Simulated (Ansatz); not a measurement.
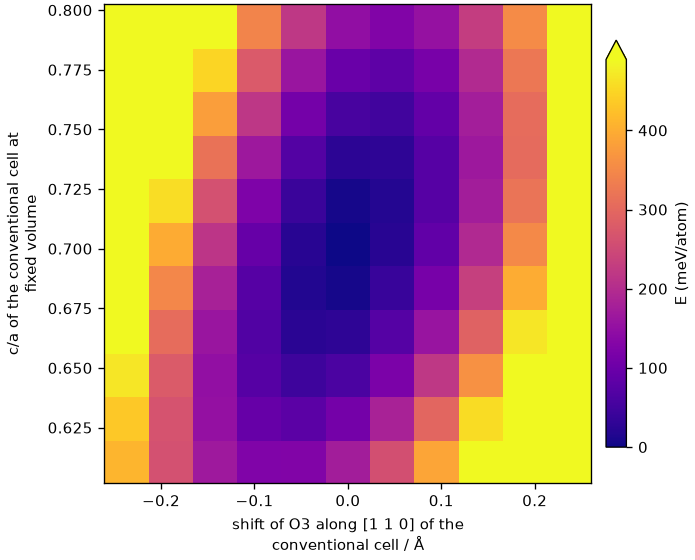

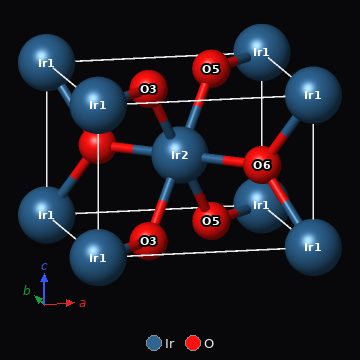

Energy landscape of IrO2 (P4_2/mnm, No. 136; 6 atoms in the cell). The energy is mapped over a free internal coordinate and the cell. Coordinates scanned: (1) shift of O3 along [1 1 0] of the conventional cell, Cartesian (0.71 0.71 0), its symmetry partners moved as symmetry demands (measured in the relaxed cell); (2) c/a of the conventional cell at fixed volume. Nothing is relaxed (all other coordinates fixed). The scan uses an 11 × 11 grid. Points are written as (first, second). Energies: meV/atom, counted from the lowest grid point. The runs have no spin polarisation; a magnetic state may lie lower. Level of theory: Ansatz 0.2.0, DFT PBE, scalar-relativistic, plane waves, PAW. Settings: cutoff 520 eV, k-mesh 10×10×12 in the order of the run's cell vectors, gaussian smearing 0.15 eV, no spin polarisation.

In the figure: one coloured cell a grid point, one colour for all values above the top of the scale. The second picture is the structure at the lowest point

Question: Where are the wells?

Answer: The lowest grid point is at (0.000 Å, 0.702). No other kind of well shows on this grid. The highest grid point, (0.237 Å, 0.611), lies 1067 meV/atom above the lowest. Round the minimum the valley is somewhat tilted: raising the first coordinate shifts the best value of the second coordinate upwards (coupling k₁₂/√(k₁₁k₂₂) about −0.5).

The input of one point:

```yaml
crystal:
  lattice:
    - [4.5290065514, 0.0, 0.0]
    - [0.0, 4.5290065514, 0.0]
    - [0.0, 0.0, 3.1799569567]
  atoms:
    - { symbol: Ir, position: [0.0, 0.0, 0.0] }
    - { symbol: Ir, position: [0.5, 0.5, 0.5] }
    - { symbol: O, position: [0.3084207551, 0.3084207551, 0.0] }
    - { symbol: O, position: [0.1915792449, 0.8084207551, 0.5] }
    - { symbol: O, position: [0.6915792449, 0.6915792449, 0.0] }
    - { symbol: O, position: [0.8084207551, 0.1915792449, 0.5] }
basis:
  ecutwfc: 520.0
kpoints:
  mp_grid: { grid: [10, 10, 12] }
hamiltonian:
  xc: pbe
  pseudopotentials: { kind: paw, azcp: { folder: soft_1 } }
scf:
  occupations: { method: gaussian, width: 0.15 }
output:
  forces: true
  stress: true
  eigenvalues: true
```

The whole map (121 points run) took 12 min on 4 threads of Arm Neoverse V2, with other jobs on the host.
